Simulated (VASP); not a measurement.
# PtTe2: geometry relaxation (part 2 of 3)

The same run, continued: PtTe2 (P-3m1, 3 atoms in the cell); Kohn-Sham DFT of a periodic cell, PBE with D3(BJ), VASP PAW PBE potentials, recommended, no spin polarisation (VASP 6.6.1); cutoff 600 eV, 6×6×4 k-mesh, Gaussian smearing of 0.1 eV. The structure derives from an entry of the Crystallography Open Database.

Geometry of the input (Å; fractional positions):
```
4.0100  0.0000  0.0000
-2.0050  3.4728  0.0000
0.0000  0.0000  5.2010
Te 0.3333  0.6667  0.2500
Te 0.6667  0.3333  0.7500
Pt 0.0000  0.0000  0.0000
```

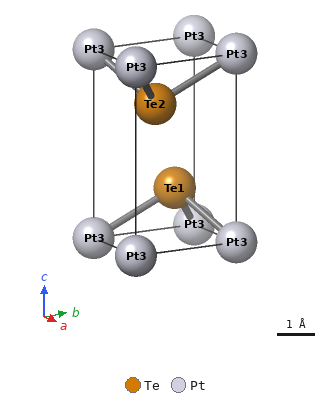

**Figure 1.** The starting structure (ball-and-stick view of the cell of the calculation, seen slightly off an axis; atoms are numbered from 1 in the order of the input). An atom can appear more than once, as a periodic image.

## Parts of OUTCAR, continued
```
Analysis of symmetry for dynamics (positions and initial velocities):
=====================================================================
 Subroutine PRICEL returns:
 Original cell was already a primitive cell.

 Routine SETGRP: Setting up the symmetry group for a
 hexagonal supercell.

 Subroutine GETGRP returns: Found 12 space group operations
 (whereof 12 operations were pure point group operations)
 out of a pool of 24 trial point group operations.

The dynamic configuration has the point symmetry D_3d.

 Subroutine INISYM returns: Found 12 space group operations
 (whereof 12 operations are pure point group operations),
 and found     1 'primitive' translations

----------------------------------------------------------------------------------------

                                     Primitive cell

  volume of cell :      72.4280

  direct lattice vectors                    reciprocal lattice vectors
     4.010000000  0.000000000  0.000000000     0.249376559  0.143977623  0.000000000
    -2.005000000  3.472761869  0.000000000     0.000000000  0.287955246  0.000000000
     0.000000000  0.000000000  5.201000000     0.000000000  0.000000000  0.192270717

  length of vectors
     4.010000000  4.010000000  5.201000000     0.287955246  0.287955246  0.192270717

  position of ions in fractional coordinates (direct lattice)
     0.333333333  0.666666667  0.250000000
     0.666666667  0.333333333  0.750000000
     0.000000000  0.000000000  0.000000000

  ion indices of the primitive-cell ions
   primitive index   ion index
                 1           1
                 2           2
                 3           3

----------------------------------------------------------------------------------------

 KPOINTS: Automatic mesh

Automatic generation of k-mesh.
 Grid dimensions read from file:
 generate k-points for:    6    6    4

 Generating k-lattice:

  Cartesian coordinates                     Fractional coordinates (reciprocal lattice)
     0.041562760  0.023996271  0.000000000     0.166666667  0.000000000  0.000000000
     0.000000000  0.047992541  0.000000000     0.000000000  0.166666667  0.000000000
     0.000000000  0.000000000  0.048067679     0.000000000  0.000000000  0.250000000

  Length of vectors
     0.047992541  0.047992541  0.048067679

  Shift w.r.t. Gamma in fractional coordinates (k-lattice)
     0.000000000  0.000000000  0.000000000

 Subroutine IBZKPT returns following result:
 ===========================================

 Found     24 irreducible k-points:

 Following reciprocal coordinates:
            Coordinates               Weight
  0.000000  0.000000  0.000000      1.000000
  0.166667  0.000000  0.000000      6.000000
  0.333333  0.000000  0.000000      6.000000
  0.500000  0.000000  0.000000      3.000000
  0.166667  0.166667  0.000000      6.000000
  0.333333  0.166667  0.000000     12.000000
  0.333333  0.333333  0.000000      2.000000
  0.000000  0.000000  0.250000      2.000000
  0.166667  0.000000  0.250000      6.000000
  0.000000  0.166667  0.250000      6.000000
  0.333333  0.000000  0.250000      6.000000
  0.000000  0.333333  0.250000      6.000000
  0.500000  0.000000  0.250000      6.000000
  0.166667  0.166667  0.250000     12.000000
  0.333333  0.166667  0.250000     12.000000
 -0.166667  0.500000  0.250000     12.000000
  0.333333  0.333333  0.250000      4.000000
  0.000000  0.000000  0.500000      1.000000
  0.166667  0.000000  0.500000      6.000000
  0.333333  0.000000  0.500000      6.000000
  0.500000  0.000000  0.500000      3.000000
  0.166667  0.166667  0.500000      6.000000
  0.333333  0.166667  0.500000     12.000000
  0.333333  0.333333  0.500000      2.000000
   k-points           NKPTS =     24   k-points in BZ     NKDIM =     24   number of bands    NBANDS=     15
   number of dos      NEDOS =    301   number of ions     NIONS =      3
   total plane-waves  NPLWV =  43008
   dimension x,y,z NGX =    32 NGY =   32 NGZ =   42
   dimension x,y,z NGXF=    64 NGYF=   64 NGZF=   84
   ions per type =               2   1
   NGX,Y,Z   is equivalent  to a cutoff of  13.27, 13.27, 13.42 a.u.
   NGXF,Y,Z  is equivalent  to a cutoff of  26.53, 26.53, 26.85 a.u.
 SYSTEM =  Te2Pt
   PREC   = accura    normal or accurate (medium, high low for compatibility)
   ISTART =      0    job   : 0-new  1-cont  2-samecut
   ICHARG =      2    charge: 1-file 2-atom 10-const
   ISPIN  =      1    spin polarized calculation?
   LNONCOLLINEAR =      F non collinear calculations
   LSORBIT =      F    spin-orbit coupling
   LASPH  =      T    aspherical Exc in radial PAW
   ENCUT  =  600.0 eV  44.10 Ry    6.64 a.u.   8.01  8.01 10.39*2*pi/ulx,y,z
   NELM   =    100;   NELMIN=  2; NELMDL= -5     # of ELM steps
   EDIFF  = 0.1E-06   stopping-criterion for ELM
   LREAL  =      F    real-space projection
   EDIFFG = -.5E-01   stopping-criterion for IOM
   NSW    =    100    number of steps for IOM
   IBRION =      2    ionic relax: 0-MD 1-quasi-New 2-CG
   NFREE  =      1    steps in history (QN), initial steepest desc. (CG)
   ISIF   =      3    stress and relaxation
   ISYM   =      2    0-nonsym 1-usesym 2-fastsym
   POTIM  = 0.5000    time-step for ionic-motion
   TEBEG  =    0.0;   TEEND  =   0.0 temperature during run
   PSTRESS=    0.0 pullay stress
   NELECT =      22.0000    total number of electrons
   NUPDOWN=      -1.0000    fix difference up-down
   EMIN   =  10.00;   EMAX   =-10.00  energy-range for DOS
   EFERMI =   0.00;   METHOD = LEGACY
   ISMEAR =     0;   SIGMA  =   0.10  broadening in eV -4-tet -1-fermi 0-gaus
   EFERMI_NEDOS =   21; number of points for ismear=-14 and -15
   IALGO  =     68    algorithm
   IMIX   =      4    mixing-type and parameters
     AMIX     =   0.40;   BMIX     =  1.00
     AMIX_MAG =   1.60;   BMIX_MAG =  1.00
  volume/ion in A,a.u.               =      24.14       162.92
  Fermi-wavevector in a.u.,A,eV,Ry     =   1.100475  2.079597 16.477281  1.211046
  Thomas-Fermi vector in A             =   2.236887
   LORBIT       =      0    0 simple, 1 ext, 2 COOP (PROOUT), +10 PAW based schemes
   GGA     = PE    functional components
   LHFCALC =     F    Hartree Fock is set to
   AEXX    =    0.0000 exact exchange contribution
   IVDW    =    12    specifies the selected vdW correction
   LEPSILON=     F    determine dielectric tensor
   LRPA    =     F    only Hartree local field effects (RPA)
 conjugate gradient relaxation of ions
 non-spin polarized calculation
 RMM-DIIS sequential band-by-band and
 Gauss-broadening in eV      SIGMA  =   0.10
  energy-cutoff  :      600.00
  volume of cell :       72.43
 maximum number of plane-waves:      2432
   NGX = 17   NGY = 17   NGZ = 21

--------------------------------------- Ionic step        1  -------------------------------------------

 number of electron      22.0000001 magnetization

 Free energy of the ion-electron system (eV)
  ---------------------------------------------------
  ext. energy  EPLUGINS =         0.00000000
  ---------------------------------------------------
  free energy    TOTEN  =       -13.42909325 eV

  energy without entropy =      -13.42541088  energy(sigma->0) =      -13.42725206

------------------------ aborting loop because EDIFF is reached ----------------------------------------

 Edisp (eV)   -1.69327

 E8    (eV) :    -0.7764

  FORCE on cell =-STRESS in cart. coord.  units (eV):
  Direction    XX          YY          ZZ          XY          YZ          ZX
  --------------------------------------------------------------------------------------
  -------------------------------------------------------------------------------------
  Total       2.30298     2.30298     1.66503     0.00000     0.00000    -0.00000
  in kB      50.94420    50.94420    36.83220     0.00000     0.00000    -0.00000
  external pressure =       46.24 kB  Pullay stress =        0.00 kB

 VOLUME and BASIS-vectors are now :
 -----------------------------------------------------------------------------
  energy-cutoff  :      600.00
  volume of cell :       72.43
      direct lattice vectors                 reciprocal lattice vectors
     4.010000000  0.000000000  0.000000000     0.249376559  0.143977623  0.000000000
    -2.005000000  3.472761869  0.000000000     0.000000000  0.287955246  0.000000000
     0.000000000  0.000000000  5.201000000     0.000000000  0.000000000  0.192270717

 POSITION                                       TOTAL-FORCE (eV/Angst)
 -----------------------------------------------------------------------------------
     -0.00000      2.31517      1.30025        -0.000000     -0.000000      1.065215
      2.00500      1.15759      3.90075         0.000000      0.000000     -1.065215
      0.00000      0.00000      0.00000        -0.000000      0.000000      0.000000
 -----------------------------------------------------------------------------------
    total drift:                               -0.000000     -0.000000      0.000000

  FREE ENERGIE OF THE ION-ELECTRON SYSTEM (eV)
  ---------------------------------------------------
  free  energy   TOTEN  =       -15.1223589188 eV

  energy  without entropy=      -15.1186765466  energy(sigma->0) =      -15.12051773

--------------------------------------- Ionic step        2  -------------------------------------------

 number of electron      22.0000001 magnetization

------------------------ aborting loop because EDIFF is reached ----------------------------------------

 Edisp (eV)   -1.53359

 E8    (eV) :    -0.7044

  FORCE on cell =-STRESS in cart. coord.  units (eV):
  Direction    XX          YY          ZZ          XY          YZ          ZX
  --------------------------------------------------------------------------------------
  -------------------------------------------------------------------------------------
  Total      -3.82915    -3.82915    -2.91502     0.00000    -0.00000     0.00000
  in kB     -76.70891   -76.70891   -58.39623     0.00000    -0.00000     0.00000
  external pressure =      -70.60 kB  Pullay stress =        0.00 kB

 VOLUME and BASIS-vectors are now :
 -----------------------------------------------------------------------------
  energy-cutoff  :      600.00
  volume of cell :       79.98
      direct lattice vectors                 reciprocal lattice vectors
     4.158506233  0.000000000 -0.000000000     0.240470963  0.138835975 -0.000000000
    -2.079253117  3.601372040  0.000000000     0.000000000  0.277671951  0.000000000
     0.000000000  0.000000000  5.340257975     0.000000000 -0.000000000  0.187256871

 POSITION                                       TOTAL-FORCE (eV/Angst)
 -----------------------------------------------------------------------------------
     -0.00000      2.40091      1.38783        -0.000000      0.000000     -0.480838
      2.07925      1.20046      3.95243         0.000000     -0.000000      0.480838
      4.15851      0.00000     -0.00000         0.000000      0.000000      0.000000
 -----------------------------------------------------------------------------------
    total drift:                               -0.000000     -0.000000     -0.000000

  FREE ENERGIE OF THE ION-ELECTRON SYSTEM (eV)
  ---------------------------------------------------
  free  energy   TOTEN  =       -15.0535197241 eV

  energy  without entropy=      -15.0485861266  energy(sigma->0) =      -15.05105293

--------------------------------------- Ionic step        3  -------------------------------------------

 number of electron      22.0000001 magnetization

------------------------ aborting loop because EDIFF is reached ----------------------------------------

 Edisp (eV)   -1.62842

 E8    (eV) :    -0.7472

  FORCE on cell =-STRESS in cart. coord.  units (eV):
  Direction    XX          YY          ZZ          XY          YZ          ZX
  --------------------------------------------------------------------------------------
  -------------------------------------------------------------------------------------
  Total      -0.45427    -0.45427    -0.34155    -0.00000    -0.00000    -0.00000
  in kB      -9.66252    -9.66252    -7.26477    -0.00000    -0.00000    -0.00000
  external pressure =       -8.86 kB  Pullay stress =        0.00 kB

 VOLUME and BASIS-vectors are now :
 -----------------------------------------------------------------------------
  energy-cutoff  :      600.00
  volume of cell :       75.32
      direct lattice vectors                 reciprocal lattice vectors
     4.068138043  0.000000000 -0.000000000     0.245812701  0.141920029 -0.000000000
    -2.034069021  3.523110891  0.000000000     0.000000000  0.283840058  0.000000000
     0.000000000  0.000000000  5.255517483     0.000000000 -0.000000000  0.190276220

 POSITION                                       TOTAL-FORCE (eV/Angst)
 -----------------------------------------------------------------------------------
     -0.00000      2.34874      1.33503         0.000000      0.000000      0.347424
      2.03407      1.17437      3.92049        -0.000000     -0.000000     -0.347424
      0.00000      0.00000      0.00000         0.000000      0.000000      0.000000
 -----------------------------------------------------------------------------------
    total drift:                                0.000000      0.000000      0.000000

  FREE ENERGIE OF THE ION-ELECTRON SYSTEM (eV)
  ---------------------------------------------------
  free  energy   TOTEN  =       -15.1835808825 eV

  energy  without entropy=      -15.1794696967  energy(sigma->0) =      -15.18152529

[... ionic steps 4 to 7 ...]

--------------------------------------- Ionic step        8  -------------------------------------------

 number of electron      22.0000000 magnetization

------------------------ aborting loop because EDIFF is reached ----------------------------------------

 Edisp (eV)   -1.68254

 E8    (eV) :    -0.7723
```
